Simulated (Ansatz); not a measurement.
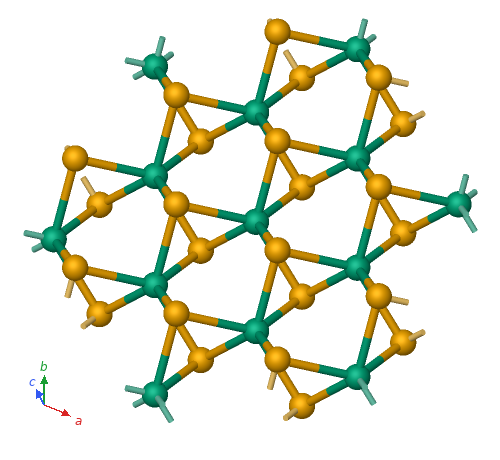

The picture shows a finite piece of the underlying net of a crystal structure, nodes on the atoms' positions. Nodes are coloured by topological kind. One layer is drawn. Short stubs are edges that leave the cut-out.

### Classify the net: periodicity, connectivity, name.

A binodal (3,6)-connected, two-periodic (layers) net. It is the net of the trigonal-prismatic layers of 2H-MoS2.

### Give point symbol and coordination sequence of each kind of node.

3-connected node: 4^3, sequence 3, 13, 9, 24; 6-connected node: 4^3.6^12, sequence 6, 6, 18, 12.

The net was derived as follows. System WS₂ (space group P-6m2, No. 187); source of the atomic positions: the input geometry of an electronic-structure calculation (not necessarily at equilibrium). Bonds are taken as S–W below 2.7 Å. Simplification: prune 0- and 1-connected atoms, fold 2-connected ones into links. S is a 3-connected node; W is a 6-connected node, in the ratio 2:1.
